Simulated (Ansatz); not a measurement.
## Band-structure calculation of C

- system: C (P6₃/mmc, 4 atoms in the cell)
- method: DFT, PBE, all-electron PAW with datasets made for the crystal, scalar-relativistic, no spin polarisation (Ansatz 0.2.0)

The structure derives from an entry of the Crystallography Open Database. It belongs to a series of runs on one base structure; here: datasets made for the crystal in place of LAPW. Figures and captions count atoms from 1; the log counts them from 0 in places.

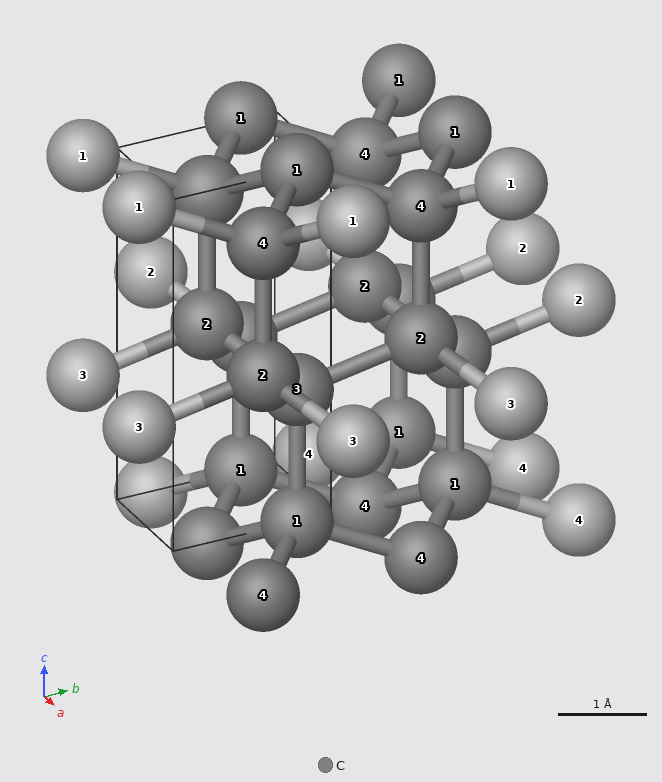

Figure 1. The structure as given in the input (ball-and-stick view of the cell of the calculation, repeated 2 × 2 × 1, seen slightly off an axis; neighbours outside the cell are drawn fainter; atoms are numbered from 1 in the order of the input).

Summary

- outcome: converged
- space group (tolerance 0.01 Å): P6₃/mmc (194)
- electrons in bands (core shells apart): 16
- free energy: −4146.8147 eV
- Fermi energy: 15.631 eV
- gap on the k-point mesh: 3.46 eV
- pressure: 3.16 GPa
- field gradient V_zz (10²¹ V/m²): C 0.0502, C 0.0502, C 0.0502, C 0.0502
- largest force (length of the vector): 0.040 eV/Å
- hardware: 1 thread of an x86-64 CPU, shared host
- wall time: 12 s
- peak memory: 0.52 GiB

The input
```yaml
crystal:
  lattice:
    - [2.5220988435, 0.0, 0.0]
    - [-1.2610494217, 2.1842016693, 0.0]
    - [0.0, 0.0, 4.1186]
  atoms:
    - { symbol: C, position: [0.3333333333, 0.6666666667, 0.0625] }
    - { symbol: C, position: [0.6666666667, 0.3333333333, 0.5625] }
    - { symbol: C, position: [0.3333333333, 0.6666666667, 0.4375] }
    - { symbol: C, position: [0.6666666667, 0.3333333333, 0.9375] }
kpoints:
  mp_grid: { grid: [16, 16, 9] }
  band_path:
    path:
      - [0.0, 0.0, 0.0]
      - [0.5, 0.0, 0.0]
      - [0.3333333333, 0.3333333333, 0.0]
      - [0.0, 0.0, 0.0]
      - [0.0, 0.0, 0.5]
      - [0.5, 0.0, 0.5]
      - [0.3333333333, 0.3333333333, 0.5]
      - [0.0, 0.0, 0.5]
      - [0.5, 0.0, 0.5]
    npoints: 8
scf:
  occupations: { method: fermi_dirac, width: 0.05 }
hamiltonian:
  xc: pbe
  pseudopotentials: { kind: all_electron, datasets: crystal }
output:
  forces: true
  stress: true
  eigenvalues: true
  efg: { contact_densities: true }
```

Run as:
```bash
ansatz run input.yaml --threads 1 --pin off --max-ram 3072MiB --backend cpu --events-out ev --progress --plain --runs-dir out
```

What the program printed
```
hamiltonian.pseudopotentials.datasets: crystal makes datasets for this crystal and solves the spheres of its atoms anew in each pass: cutoff 540.0 eV, the density's 2160.0 eV; recipe 0ebc3ed7170b.33, for an error of 0.50 meV an atom under PBE, 2.0 meV for the cell; an energy difference from a run of another recipe may be off by several times the error for the cell, under r2SCAN by more, where some 0.1 meV an atom stays at smaller errors; C in spheres of 0.767 Å, 4 of its electrons in bands
band count auto-derived: 13 (N_el = 16.0; filled up to band 8; 12 by the electrons, moments and atoms)
Engine: ansatz 0.2.0, x86_64-unknown-linux-gnu
Pseudopotentials: kind: all_electron
Pseudopotential: C, paw, valence charge 4, recommended cutoff 540 eV (normal), crystal/all_electron/pbe/scalar/gaussian/C, Koelling and Harmon's equation, gaussian nucleus
Functional definition: PBE
  parameter kappa = 0.804
  parameter beta = 0.06672455060314922
  exchange = pbe_x(kappa = kappa, mu = beta*pi^2/3)
  correlation = pbe_c(beta = beta)
Crystal: 4 atoms, lattice volume = 22.688 Å³
Basis set: ecut = 540 eV, 663 PW (Γ), exchange–correlation on 40×40×64 points (8 copies of the dense FFT grid, shifted against one another)
Bands: 13, of which v1, the nominal top of the filled ones, is band 8 counted from 1 (7 counted from 0)
Symmetry: 24 space group operations
Space group: P63/mmc (ITA 194), of the structure as read, at distance tolerance 2.8e-5 Å
k-points: 150 of 2304
Non-local potential: C, projectors of the file, l = 0: 1, l = 1: 1
PAW form: soft (Blöchl's): semilocal exchange-correlation on the pseudo side does not see the compensation charge
PAW one-centre angular grid: C, 110 points (default); XC on its mesh's 1881 points in the sphere
Initial density: superposition of atomic densities (neutral atoms: chi_scale 0, normalization atom)
Initial wavefunctions: pseudopotential atomic-orbital guess
Functional: x = pbe(κ = 0.804, μ = 0.2195149727645171), c = pbe(β = 0.06672455060314922)
iter 1 solved again at ethr=2.05e-2 eV; its pass at ethr=1.00e-1 eV (dr2=3.28e0 eV) is discarded
SCF iter   1: F=—  HF=-4147.649196 eV  |F-HF|=—  |Δ(HF+E_count)|=         —  Δρ=1.47e-1  dr2=3.36e0  ethr=2.05e-2  ⟨swp⟩=2.0  Hψ=11576  notcnv=0
preconditioner: auto → none  [insulator: Δε(μ)=4.502 eV  Ē_g=17.719 eV  σ=0.050 eV  W_gap=1.00  n_scr=2 (ndim 8)  ℏωp=31.2 eV  f_vac=0.000  D(μ)=0.00/eV (n_scr^D=0)  ε∞_Penn≈4.1]
SCF iter   2: F=—  HF=-4146.825610 eV  |F-HF|=—  |Δ(HF+E_count)|=   8.24e-1  Δρ=5.87e-2  dr2=4.68e-1  ethr=2.05e-2  ⟨swp⟩=2.7  Hψ=4070  notcnv=0
iter 3 solved again at ethr=9.85e-6 eV; its pass at ethr=2.92e-3 eV (dr2=1.58e-3 eV) is discarded
SCF iter   3: F=—  HF=-4146.811601 eV  |F-HF|=—  |Δ(HF+E_count)|=   1.40e-2  Δρ=5.14e-3  dr2=1.65e-3  ethr=9.85e-6  ⟨swp⟩=4.0  Hψ=11096  notcnv=0  defer=30
SCF iter   4: F=—  HF=-4146.814325 eV  |F-HF|=—  |Δ(HF+E_count)|=   2.72e-3  Δρ=1.45e-3  dr2=1.25e-4  ethr=9.85e-6  ⟨swp⟩=2.1  Hψ=3265  notcnv=0  defer=8
SCF iter   5: F=—  HF=-4146.814734 eV  |F-HF|=—  |Δ(HF+E_count)|=   4.10e-4  Δρ=1.25e-4  dr2=6.95e-7  ethr=7.84e-7  ⟨swp⟩=3.0  Hψ=5199  notcnv=0  defer=5
SCF iter   6: F=-4146.814743 eV  HF=-4146.814743 eV  |F-HF|=1.16e-7  |Δ(HF+E_count)|=   8.65e-6  Δρ=3.66e-5  dr2=2.34e-8  ethr=4.35e-9  ⟨swp⟩=3.0  Hψ=4388  notcnv=0  defer=2
SCF 1 converged in 6 iterations: F = -4146.814740 eV  dr2 = 2.34e-8
  Residual-converged pass: ⟨swp⟩=4.0  Hψ=4947  notcnv=0  max |occ|·‖R‖ = 6.5e-6 eV (tolerance 6.7e-6 eV)  dr2=2.32e-8  dr2_onsite=9.39e-9  max |Δocc| = 4.4e-21
  greatest PAW one-centre occupation: 0.346 electrons in one spin orbital (limit 2), on the C atom at site 2 (counted from 0), in its partial waves of l = 0
```

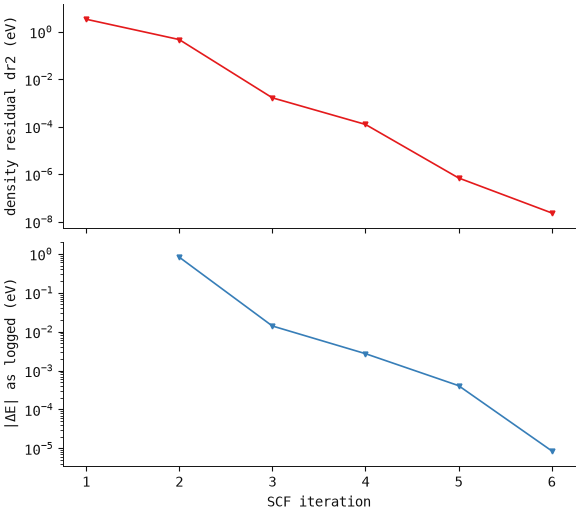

Figure 2. Convergence of the self-consistent field: density residual dr2 and size of the energy change against the SCF iteration. The residual falls at every step.

```
NSCF: frozen V_eff on 65 k-points
SCF converged after 6 iterations
Free energy (F): -4146.814740 eV
Harris-Foulkes:  -4146.814740 eV  (|F-HF|=1.16e-7)
Internal energy: -4146.814740 eV  (E = F + TS)
E sigma→0 (E₀):  -4146.814740 eV
Past the cutoff: the bands carry plane waves up to 1.75 times it, of which those up to 1.5 times it add -0.000191 eV an atom, each by itself; the spheres take 0.000113 eV an atom off the energy for waves past 1.75 times it
By the cutoff:   a pressure is off by up to 0.008 GPa (1.2 times the spheres' own share and the shells' term, over an atom's volume, and 0.004 GPa: a bound that held against runs at twice the plane waves)
Past the cutoffs: a stress includes 0.0022 GPa for waves and charges beyond them, in addition to the slope of what the spheres take
In the spheres:  the bands' charges fall short by 1.6e-6 e at most (sound up to 1e-3)
Fermi energy:    15.630706 eV
--- Per-component energies (eV) ---
  E_band       = 74.591716
  E_kinetic    = 369.373509
  E_local      = -137.349960  (includes V_loc(G=0)·N_el)
  E_nonlocal   = 3.663402
  E_hartree    = 54.652702
  E_xc         = -185.392239
  E_vxc        = -240.984447  (∫ρ·V_xc dr)
  E_paw        = -3843.151118  (= ΣΔE_a)
  E_vpaw       = -315.696680  (= ΣTr[D̂ρ^β])
  E_ewald      = -694.890538
  E_smearing   = -0.000000  (= −TS)
  E_closure    = 286.279502  (closes the sum)
  Σ components = -4146.814740   (vs F -4146.814740, Δ=0.00e0)
  The terms above E_closure are by the made datasets' own strengths, without shells solved beside the bands.
--- Forces (eV/Å), atoms counted from 1 ---
  atom   1  C      0.00000000    -0.00000000     0.04024649
  atom   2  C     -0.00000000     0.00000000     0.04024649
  atom   3  C      0.00000000    -0.00000000    -0.04024649
  atom   4  C     -0.00000000     0.00000000    -0.04024649
  max |Σ_I F_I| component: 5.55e-17 eV/Å
--- Stress (GPa, compression-positive) ---
       -5.133112      -0.000000       0.000000
       -0.000000      -5.133112      -0.000000
        0.000000      -0.000000      19.736590
  P = ⅓ Tr σ = 3.1568 GPa (31.568 kbar)
--- PAW observables at the nuclei: V_zz in 10²¹ V/m², potentials from the cell's mean, atoms counted from 1 ---
  atom   1  C  V_zz =    +0.050166   η = 0.0000   by run symmetry: allowed
            electrostatic potential = -419.232519 V   contact ρ = 866.513608 e/Å³
  atom   2  C  V_zz =    +0.050166   η = 0.0000   by run symmetry: allowed
            electrostatic potential = -419.232519 V   contact ρ = 866.513608 e/Å³
  atom   3  C  V_zz =    +0.050166   η = 0.0000   by run symmetry: allowed
            electrostatic potential = -419.232519 V   contact ρ = 866.513608 e/Å³
  atom   4  C  V_zz =    +0.050166   η = 0.0000   by run symmetry: allowed
            electrostatic potential = -419.232519 V   contact ρ = 866.513608 e/Å³
--- Band table (eV; the first three rows and the last of 150) ---
  k-point 0: bands = ["-7.8644", "-2.0206", "0.2240", "10.6450", "10.6450", "13.4679", "13.9228", "13.9228", "18.6861", "18.6861", "19.7643"]
  k-point 1: bands = ["-7.7787", "-2.6930", "1.0396", "10.7139", "10.7139", "12.9466", "13.7583", "13.7583", "18.8610", "18.8610", "19.9948"]
  k-point 2: bands = ["-7.5217", "-3.7898", "2.5620", "10.9177", "10.9177", "11.6371", "13.3355", "13.3355", "19.3231", "19.3231", "20.4704"]
  k-point 149: bands = ["-0.2497", "0.1876", "1.4124", "1.8388", "4.2390", "4.9200", "9.5471", "9.7351", "21.6601", "21.7246", "22.4391"]
```

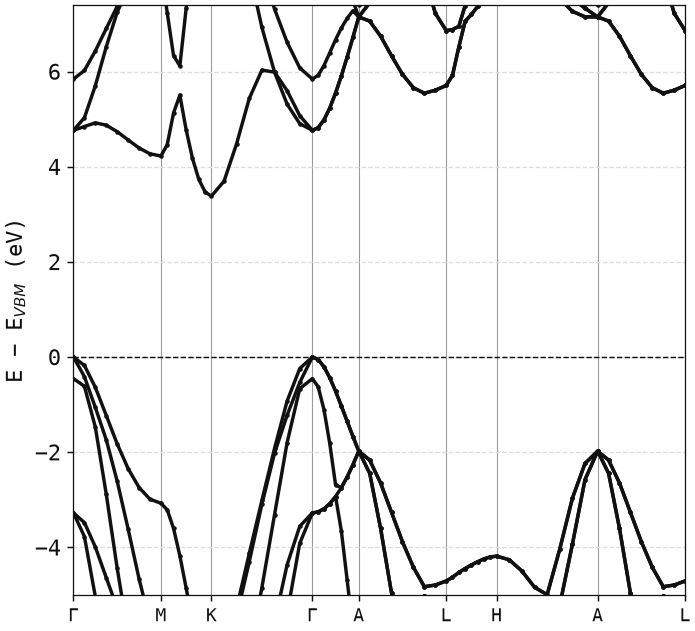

Figure 3. Band structure along Γ–M–K–Γ–A–L–H–A–L, with energies from the valence-band top. There is a gap of 3.38 eV on this path, indirect, from Γ to K.
